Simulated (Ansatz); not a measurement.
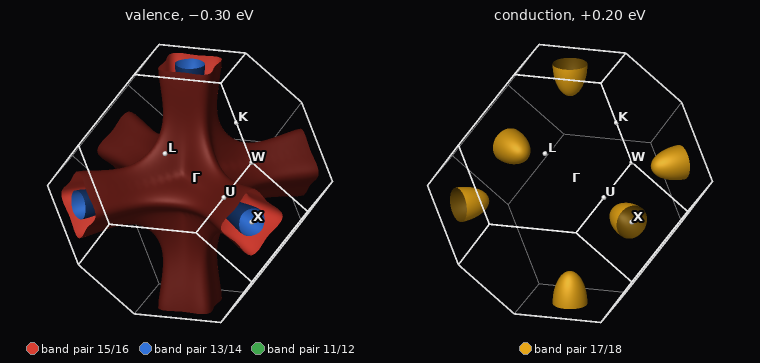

BaS (space group Fm-3m, No. 225): constant-energy surfaces at both band edges (energies from each edge).

The calculation used DFT PBE, spin-orbit coupling, plane waves, PAW; levels and slopes on a dense k mesh at the converged density in Ansatz 0.2.0. Non-magnetic. With an inversion centre and no moment every band is doubly degenerate; a pair is shown and named once. The levels come from a k mesh of 28×28×28 points. Unrelaxed database geometry.

Masses come from a second pass at points close to the extrema; at the energies drawn a band may no longer be parabolic.

> Is the gap direct or indirect, and how large does the calculation make it?

The gap is indirect, 2.16 eV at this level of theory (semilocal functionals give gaps that are too small, and can reorder valleys that lie close).

> Give the valleys and their effective masses.

Valence band (extrema up to 0.30 eV from the edge): one maximum at Γ, two bands meeting there, with masses of 0.31 and 2.89 mₑ for the two bands, each the same along x, y and z; three equivalent maxima at X, 0.07 eV below the edge, principal masses 0.49, 0.49 and 6.09 mₑ. Band pair 15/16 forms the valence edge; band pair 13/14 meets it there and band pair 11/12 begins 0.14 eV lower (at Γ).
Conduction band (extrema up to 0.20 eV from the edge): three equivalent minima at X, principal masses 0.34, 0.34 and 1.29 mₑ. Band pair 17/18 forms the conduction edge.

Where one band's surface lies inside another's, the outer one hides all or part of it.

Cost: 3.8 min on 1 thread of Arm Neoverse V2, with other jobs on the host, peak memory 1.2 GiB.
